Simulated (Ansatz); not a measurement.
Single-point calculation of Si3N2

System: Si3N2 (5 atoms in the cell).
Method: DFT PBE, scalar-relativistic, plane waves, PAW, spin-polarised (Ansatz 0.2.0).

The structure was made by swapping elements on the sites of another compound; it need not be a known phase. It belongs to a series of runs on one base structure; here: Hf -> Si on all its sites, cell and atoms relaxed. Figures and captions count atoms from 1; the log counts them from 0 in places.

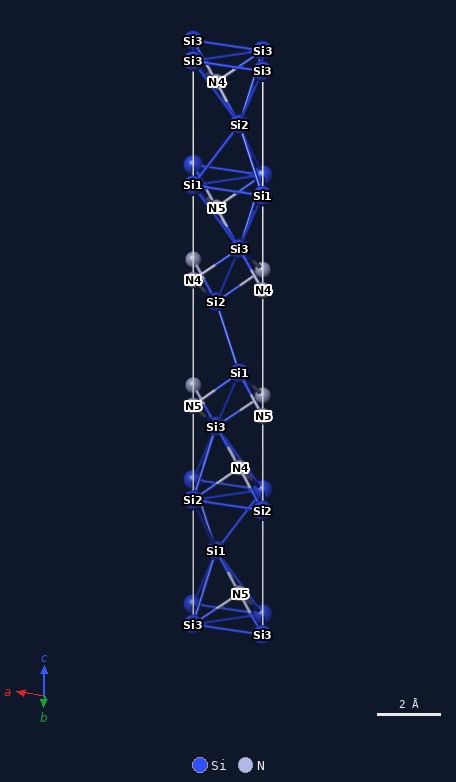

The input geometry (ball-and-stick view of the cell 3 times as large as that of the calculation, set on its symmetry axes, seen at an oblique angle; atoms are numbered from 1 in the order of the input).

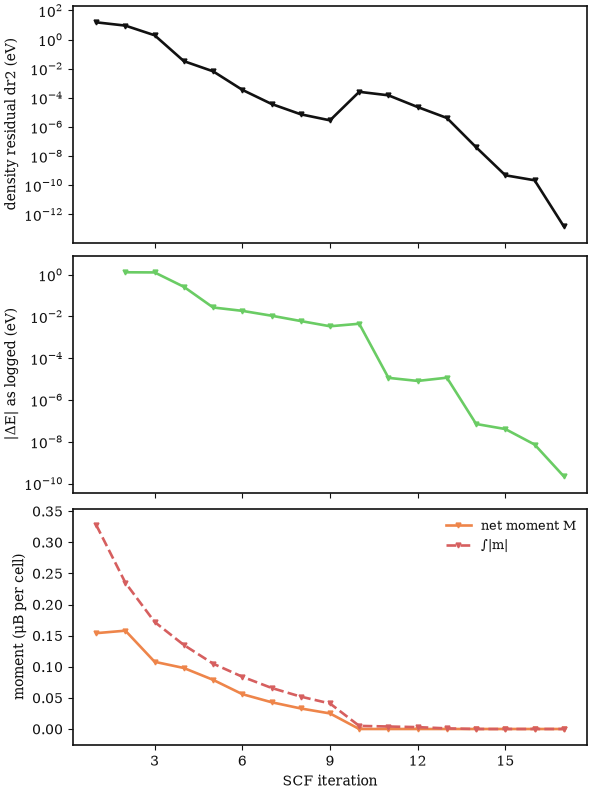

Convergence of the self-consistent field: density residual dr2, size of the energy change and magnetic moment against the SCF iteration. The residual comes down, with one marked jump up, by a factor of about 90, at step 10. The net moment goes from 0.2 to 0.0 μB per cell, and ∫|m| falls to zero.

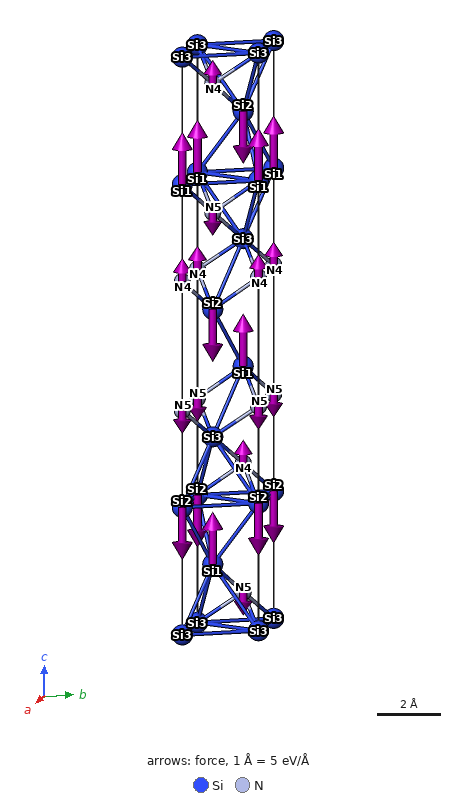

Forces on the atoms as pink arrows (ball-and-stick view of the cell 3 times as large as that of the calculation, set on its symmetry axes, seen slightly off an axis; atoms are numbered from 1 in the order of the input). The largest act on Si1, Si2 (8.56 eV/Å); N4, N5 (3.83 eV/Å). The geometry is not a stationary point of this energy.

These pictures come from the run below.

## Input
```yaml
crystal:
  lattice:
    - [1.2915520813, 0.7456779418, 6.2429938996]
    - [-1.2915520813, 0.7456779418, 6.2429938996]
    - [0.0, -1.4913558836, 6.2429938996]
  atoms:
    - { symbol: Si, position: [0.7792855445, 0.7792855445, 0.7792855445] }
    - { symbol: Si, position: [0.2207144555, 0.2207144555, 0.2207144555] }
    - { symbol: Si, position: [0.0, 0.0, 0.0] }
    - { symbol: "N", position: [0.6114926723, 0.6114926723, 0.6114926723], spin: 1.0 }
    - { symbol: "N", position: [0.3885073277, 0.3885073277, 0.3885073277], spin: 1.0 }
basis:
  ecutwfc: 420
kpoints:
  mp_grid: { grid: [12, 12, 12] }
hamiltonian:
  xc: pbe
scf:
  occupations: { method: gaussian, width: 0.1 }
  lower_state_search: "off"
output:
  forces: true
  stress: true
  eigenvalues: true
  populations: true
magnetization:
  spin_polarized: true
```

Launch command:
```bash
ansatz run input.yaml --threads 1 --pin off --max-ram 2560MiB --backend cpu --events-out ev --progress --plain --runs-dir out
```

## Log
```
basis.fft_grid_basis auto: the FFT boxes are laid along the combinations [[1, 0, -1], [0, 1, -1], [0, 0, 1]] of the cell's own vectors, 2.583, 2.583 and 6.419 Å long. The dense box has 18×18×45 points. Along the cell's own vectors, as sized, it would have 45×45×45, 6.25 times as many. Of the 12 symmetry operations that the crystal satisfies within crystal.symmetry.tolerance (time reversal apart; of a slab, those that keep its plane) the dense box along the cell's own vectors carries 12, and the one as laid loses 8 of those. basis.fft_grid_basis: typed keeps the cell's own vectors: state it where this run's energies or levels are differenced outside the engine with another run's, or held beside a run that keeps those vectors.
Engine: ansatz 0.2.0, x86_64-unknown-linux-gnu
Pseudopotentials: kind: paw
Pseudopotential: Si, paw, valence charge 4, recommended cutoff 420 eV (normal), Si.paw.azcp
Pseudopotential: N, paw, valence charge 5, recommended cutoff 420 eV (normal), N.paw.azcp
Functional definition: PBE
  parameter kappa = 0.804
  parameter beta = 0.06672455060314922
  exchange = pbe_x(kappa = kappa, mu = beta*pi^2/3)
  correlation = pbe_c(beta = beta)
Crystal: 5 atoms, lattice volume = 36.075 Å³
Basis set: ecut = 420 eV, 735 PW (Γ), FFT grids on a1−a3, a2−a3, a3, exchange–correlation on 36×36×90 points (8 copies of the dense FFT grid, shifted against one another)
Bands: 17, of which v1, the nominal top of the filled ones, is band 11 counted from 1 (10 counted from 0)
Symmetry: 12 space group operations
Space group: R-3m (ITA 166), of the structure as read, at distance tolerance 3.3e-5 Å
Magnetic group: BNS 166.97 (UNI 1327), of the structure as read, at distance tolerance 3.3e-5 Å
k-points: 189 of 1728
Non-local potential: Si, projectors of the file, l = 0: 2, l = 1: 2, l = 2: 2
Non-local potential: N, projectors of the file, l = 0: 2, l = 1: 2, l = 2: 1
PAW form: soft (Blöchl's): semilocal exchange-correlation on the pseudo side does not see the compensation charge
PAW one-centre angular grid: Si, 110 points (default); XC on 64 Gauss nodes
PAW one-centre angular grid: N, 110 points (default); XC on 64 Gauss nodes
Initial density: superposition of atomic densities (chi_scale 0.1, normalization cell, long waves kept (reshape's long-wave potential 0.71 eV rms))
Starting moments: Σ|m| = 2 μB on 2 of 5 sites
Initial wavefunctions: pseudopotential atomic-orbital guess
Functional: x = pbe(κ = 0.804, μ = 0.2195149727645171), c = pbe(β = 0.06672455060314922)
SCF iter   1: F=—  HF=-2670.171994 eV  |F-HF|=—  |Δ(HF+E_count)|=         —  Δρ=9.73e-2 (↑6.06e-2 ↓9.73e-2)  dr2=1.53e1  dr2_m=8.76e-1  M=0.154 μB ∫|m|=0.328 μB  β_m=0.30  ethr=3.10e-3  ⟨swp⟩=5.8  Hψ=36762  notcnv=0
preconditioner: auto → none  [metal: Δε(μ)=0.012 eV  Ē_g=16.008 eV  σ=0.100 eV  W_gap=0.06  n_scr=4 (ndim 8)  ℏωp=29.0 eV  f_vac=0.000  D(μ)=1.14/eV (n_scr^D=4)  sad-step TF]
SCF iter   2: F=—  HF=-2668.865966 eV  |F-HF|=—  |Δ(HF+E_count)|=    1.31e0  Δρ=6.50e-2 (↑4.61e-2 ↓6.50e-2)  dr2=9.08e0  dr2_m=4.64e-1  M=0.158 μB ∫|m|=0.235 μB  β_m=0.30  ethr=3.10e-3  ⟨swp⟩=2.6  Hψ=14391  notcnv=0  defer=531
SCF iter   3: F=—  HF=-2667.574021 eV  |F-HF|=—  |Δ(HF+E_count)|=    1.29e0  Δρ=3.41e-2 (↑3.41e-2 ↓3.05e-2)  dr2=1.97e0  dr2_m=2.60e-1  M=0.108 μB ∫|m|=0.172 μB  β_m=0.30  ethr=3.10e-3  ⟨swp⟩=4.2  Hψ=20078  notcnv=0  defer=558
SCF iter   4: F=—  HF=-2667.309878 eV  |F-HF|=—  |Δ(HF+E_count)|=   2.64e-1  Δρ=2.27e-2 (↑2.27e-2 ↓2.11e-2)  dr2=3.30e-2  dr2_m=1.41e-1  M=0.098 μB ∫|m|=0.135 μB  β_m=0.30  ethr=3.10e-3  ⟨swp⟩=2.6  Hψ=11967  notcnv=0  defer=533
SCF iter   5: F=—  HF=-2667.336840 eV  |F-HF|=—  |Δ(HF+E_count)|=   2.70e-2  Δρ=1.62e-2 (↑1.62e-2 ↓1.49e-2)  dr2=6.62e-3  dr2_m=7.84e-2  M=0.079 μB ∫|m|=0.105 μB  β_m=0.30  ethr=1.50e-4  ⟨swp⟩=2.9  Hψ=11156  notcnv=0  defer=534
SCF iter   6: F=—  HF=-2667.355414 eV  |F-HF|=—  |Δ(HF+E_count)|=   1.86e-2  Δρ=1.17e-2 (↑1.15e-2 ↓1.17e-2)  dr2=3.54e-4  dr2_m=4.44e-2  M=0.056 μB ∫|m|=0.084 μB  β_m=0.30  ethr=3.01e-5  ⟨swp⟩=2.4  Hψ=9491  notcnv=0  defer=534
SCF iter   7: F=—  HF=-2667.366289 eV  |F-HF|=—  |Δ(HF+E_count)|=   1.09e-2  Δρ=8.70e-3 (↑8.70e-3 ↓8.69e-3)  dr2=3.80e-5  dr2_m=2.50e-2  M=0.043 μB ∫|m|=0.066 μB  β_m=0.30  ethr=1.61e-6  ⟨swp⟩=2.0  Hψ=10048  notcnv=0  defer=534
SCF iter   8: F=—  HF=-2667.372337 eV  |F-HF|=—  |Δ(HF+E_count)|=   6.05e-3  Δρ=6.55e-3 (↑6.55e-3 ↓6.55e-3)  dr2=7.41e-6  dr2_m=1.42e-2  M=0.033 μB ∫|m|=0.052 μB  β_m=0.30  ethr=1.73e-7  ⟨swp⟩=3.1  Hψ=12989  notcnv=0  defer=534
Mixer restart at iter 8: flushing history
spin-set hold released at iteration 8 (site moments contracting): the magnetisation degrees of freedom join the quasi-Newton model from the next iteration; the mixer history was flushed
SCF iter   9: F=—  HF=-2667.375733 eV  |F-HF|=—  |Δ(HF+E_count)|=   3.40e-3  Δρ=4.95e-3 (↑4.93e-3 ↓4.95e-3)  dr2=2.85e-6  dr2_m=8.07e-3  M=0.025 μB ∫|m|=0.041 μB  β_m=0.65  ethr=3.37e-8  ⟨swp⟩=3.1  Hψ=13288  notcnv=0  defer=534
SCF iter  10: F=—  HF=-2667.380227 eV  |F-HF|=—  |Δ(HF+E_count)|=   4.49e-3  Δρ=2.95e-4 (↑2.19e-4 ↓2.95e-4)  dr2=2.59e-4  dr2_m=1.42e-5  M=0.000 μB ∫|m|=0.005 μB  β_m=0.54  ethr=1.30e-8  ⟨swp⟩=4.2  Hψ=17155  notcnv=0  defer=534
SCF iter  11: F=—  HF=-2667.380215 eV  |F-HF|=—  |Δ(HF+E_count)|=   1.15e-5  Δρ=2.59e-4 (↑2.59e-4 ↓1.56e-4)  dr2=1.49e-4  dr2_m=1.10e-5  M=0.000 μB ∫|m|=0.004 μB  β_m=0.43  ethr=1.30e-8  ⟨swp⟩=3.4  Hψ=12548  notcnv=0  defer=534
SCF iter  12: F=—  HF=-2667.380207 eV  |F-HF|=—  |Δ(HF+E_count)|=   8.18e-6  Δρ=1.45e-4 (↑1.45e-4 ↓1.15e-4)  dr2=2.33e-5  dr2_m=4.96e-6  M=0.000 μB ∫|m|=0.003 μB  β_m=0.72  ethr=1.30e-8  ⟨swp⟩=2.5  Hψ=10295  notcnv=0  defer=536
SCF iter  13: F=—  HF=-2667.380219 eV  |F-HF|=—  |Δ(HF+E_count)|=   1.17e-5  Δρ=7.23e-5 (↑7.23e-5 ↓3.00e-5)  dr2=4.15e-6  dr2_m=4.96e-7  M=0.000 μB ∫|m|=0.001 μB  β_m=0.58  ethr=1.30e-8  ⟨swp⟩=2.2  Hψ=9885  notcnv=0  defer=536
iter 14 did not close the SCF: its close was put off for a magnetic moment that had not settled (scf_convergence_deferred on its scf_iter line)
SCF iter  14: F=-2667.380219 eV  HF=-2667.380219 eV  |F-HF|=3.88e-9  |Δ(HF+E_count)|=   7.10e-8  Δρ=9.90e-6 (↑9.90e-6 ↓6.79e-6)  dr2=4.04e-8  dr2_m=1.94e-8  M=-0.000 μB ∫|m|=0.000 μB  β_m=0.67  ethr=4.55e-10  ⟨swp⟩=9.9  Hψ=40775  notcnv=0
iter 15 did not close the SCF: its close was put off for a magnetic moment that had not settled (scf_convergence_deferred on its scf_iter line)
SCF iter  15: F=-2667.380219 eV  HF=-2667.380219 eV  |F-HF|=5.00e-9  |Δ(HF+E_count)|=   4.05e-8  Δρ=2.89e-6 (↑2.89e-6 ↓2.55e-6)  dr2=4.82e-10  dr2_m=2.32e-9  M=-0.000 μB ∫|m|=0.000 μB  β_m=0.78  ethr=1.84e-10  ⟨swp⟩=2.2  Hψ=20821  notcnv=0
iter 16 did not close the SCF: its close was put off for a magnetic moment that had not settled (scf_convergence_deferred on its scf_iter line)
SCF iter  16: F=-2667.380219 eV  HF=-2667.380219 eV  |F-HF|=1.18e-11  |Δ(HF+E_count)|=   7.35e-9  Δρ=6.46e-7 (↑5.58e-7 ↓6.46e-7)  dr2=2.19e-10  dr2_m=9.04e-11  M=-0.000 μB ∫|m|=0.000 μB  β_m=0.75  ethr=2.19e-12  ⟨swp⟩=1.0  Hψ=20777  notcnv=0
SCF iter  17: F=-2667.380219 eV  HF=-2667.380219 eV  |F-HF|=6.82e-12  |Δ(HF+E_count)|=  2.19e-10  Δρ=1.11e-7 (↑1.11e-7 ↓1.04e-7)  dr2=1.49e-13  dr2_m=3.74e-12  M=-0.000 μB ∫|m|=0.000 μB  ethr=1.00e-12  ⟨swp⟩=1.0  Hψ=17976  notcnv=0
WARN: the starting moments were not kept: the SCF closed with an absolute magnetisation of 2.8e-6 μB, where they sum to 2 μB in size (2 sites). That is at most 0.1 of that sum. Measured as dr2_m measures the in/out step, that magnetisation stands 8.1e-13 eV from none, at or under the dr2_threshold of 1.0e-7 eV: it is no larger than a step whose dr2_m would equal this threshold. The system may hold no moment; this SCF shows only that its start led to no more than that. To try another start: raise the starting moments (crystal.atoms[].spin, magnetization.per_species, magnetization.initial_magnetization, or on a non-collinear deck that types none of these the spinor_matrix: blocks that start its atoms; where the total moment is fixed, keep their sum and leave initial_magnetization as it is; typed ones take the place of any that the run laid by itself, positive ones on a crystal's lanthanoids without a Hubbard term where scf.initial_density.shell_occupations: [] is typed) or, if the notice of its spin-set hold's release reads "site moments contracting" or "site moments show no strong build", lengthen the hold (scf.mixing.spin_hold: { on: { confirm: 4 } }; for m-r²SCAN on two components see the key's manual first). Each may lead to a state that holds a moment. A second SCF, from the converged charge density, with the starting moments and any scf.initial_density.shell_occupations laid on it anew, would have followed, and was not run: the deck does not ask for one (magnetization.retry_lost_moments is false, the default). To let it run, set magnetization.retry_lost_moments: true and run the deck again, where that key's refused combinations let it; where memory then withholds it, that run's warning says so.
SCF 1 converged in 17 iterations: F = -2667.380219 eV  dr2 = 1.49e-13
  greatest PAW one-centre occupation: 0.812 electrons in one spin orbital (limit 2), on the N atom at site 4 (counted from 0), in its partial waves of l = 0
SCF converged after 17 iterations
Magnetization: -0.0000 μB (11.0000 up, 11.0000 down)
Absolute magnetization: 0.0000 μB (∫|ρ↑−ρ↓|, with the PAW one-centre terms)
Spin contamination: 0.0000 ħ² per cell (⟨S²⟩ above its minimum at these occupations)
Per-site moments (μB) at R_I (Å): [(-2.3029113431830123e-7, 0.7585592504336635), (-2.3029113432792962e-7, 0.7585592504336638), (-1.8261056908575189e-7, 0.7484300964009304), (6.251284708676218e-9, 0.7484300964009304), (6.251284708581922e-9, 0.7484300964009306)]
Free energy (F): -2667.380219 eV
Harris-Foulkes:  -2667.380219 eV  (|F-HF|=6.82e-12)
Internal energy: -2667.372757 eV  (E = F + TS)
E sigma→0 (E₀):  -2667.376488 eV
Entropy (-TS):   -0.007462 eV (-1.492 meV/atom)
Fermi energy:    20.400811 eV
--- Per-component energies (eV) ---
  E_band       = 187.487444
  E_kinetic    = 448.439860
  E_local      = -442.591128  (includes V_loc(G=0)·N_el)
  E_nonlocal   = 171.837782
  E_hartree    = 189.511602
  E_xc         = -306.728482
  E_vxc        = -321.108597  (∫ρ·V_xc dr)
  E_paw        = -1794.995144  (= ΣΔE_a)
  E_vpaw       = -48.113913  (= ΣTr[D̂ρ^β])
  E_aug_tail   = 0.000236  (compensation charges beyond the density's cutoff)
  E_ewald      = -932.847482
  E_smearing   = -0.007462  (= −TS)
  E_closure    = -0.000000  (closes the sum)
  Σ components = -2667.380219   (vs F -2667.380219, Δ=0.00e0)
--- Forces (eV/Å), atoms counted from 1 ---
  atom   1  Si     0.00000000     0.00000000     8.56416376
  atom   2  Si    -0.00000000    -0.00000000    -8.56416376
  atom   3  Si    -0.00000000     0.00000000     0.00000000
  atom   4  N      0.00000000     0.00000000     3.82706831
  atom   5  N     -0.00000000    -0.00000000    -3.82706831
  max |Σ_I F_I| component: 3.55e-15 eV/Å
--- Stress (GPa, compression-positive) ---
       93.899643      -0.000000       0.000000
       -0.000000      93.899643      -0.000000
        0.000000      -0.000000     170.108261
  P = ⅓ Tr σ = 119.3025 GPa (1193.025 kbar)
--- Band table (eV; the first three rows and the last of 378) ---
  k-point 0 ↑: bands = ["-6.7359", "-3.9728", "2.7755", "9.1796", "10.0323", "12.6178", "12.6178", "13.4531", "13.4531", "20.7251", "22.0688", "23.1662", "25.3227", "25.3227", "26.5156", "26.5156", "28.1177"]
  k-point 1 ↑: bands = ["-6.5673", "-3.8252", "2.9623", "9.1582", "10.2329", "11.8369", "12.3677", "12.8164", "13.3297", "20.5371", "22.6044", "23.6132", "24.5798", "25.6444", "25.7365", "26.9189", "27.3779"]
  k-point 2 ↑: bands = ["-6.0668", "-3.3912", "3.5138", "8.9010", "10.2666", "10.5293", "11.5302", "11.7913", "12.9666", "20.0000", "22.1786", "23.4945", "24.0699", "24.9401", "26.1760", "26.4773", "27.6348"]
  k-point 188 ↓: bands = ["-6.6839", "-4.1442", "4.1836", "5.6596", "12.6084", "12.6084", "13.3959", "13.4668", "13.4668", "18.8905", "22.0063", "23.7266", "25.1856", "25.1856", "26.9157", "26.9157", "28.8198"]
--- Löwdin populations: 5 sites ---
  site symbol       q [e]    m [muB]
     0     Si      3.3680    -0.0000
     1     Si      3.3680    -0.0000
     2     Si      2.6927    -0.0000
     3      N      5.8699     0.0000
     4      N      5.8699     0.0000
  spilling = 0.037787 (of n_electrons = 22.000000)
```

## File populations.tsv
```
# site	symbol	l	j	q_up	q_dn
# orbitals = lowdin
# n_electrons = 22.000000
# spilling = 0.037787
0	Si	0_3S	-	0.554845	0.554845
0	Si	1_3P	-	1.129173	1.129174
1	Si	0_3S	-	0.554845	0.554845
1	Si	1_3P	-	1.129173	1.129174
2	Si	0_3S	-	0.456062	0.456062
2	Si	1_3P	-	0.890298	0.890299
3	N	0_2S	-	0.704095	0.704095
3	N	1_2P	-	2.230879	2.230879
4	N	0_2S	-	0.704095	0.704095
4	N	1_2P	-	2.230879	2.230879
```

## Key numbers

- outcome: converged
- space group (tolerance 0.01 Å): R-3m (166)
- electrons treated: 22
- free energy: −2667.3802 eV
- Fermi energy: 20.401 eV
- gap on the k-point mesh: none (metallic)
- net moment of the cell: 0.00 μB
- integrated absolute moment: 0.00 μB
- pressure: 119.30 GPa
- largest force (length of the vector): 8.564 eV/Å
- hardware: 1 thread of Intel Xeon @ 2.50GHz (Skylake/Cascade Lake), 192 GiB of memory available, shared host
- wall time: 64 s
- peak memory: 0.49 GiB

## Notes

The program warns: some starting moments were not kept.
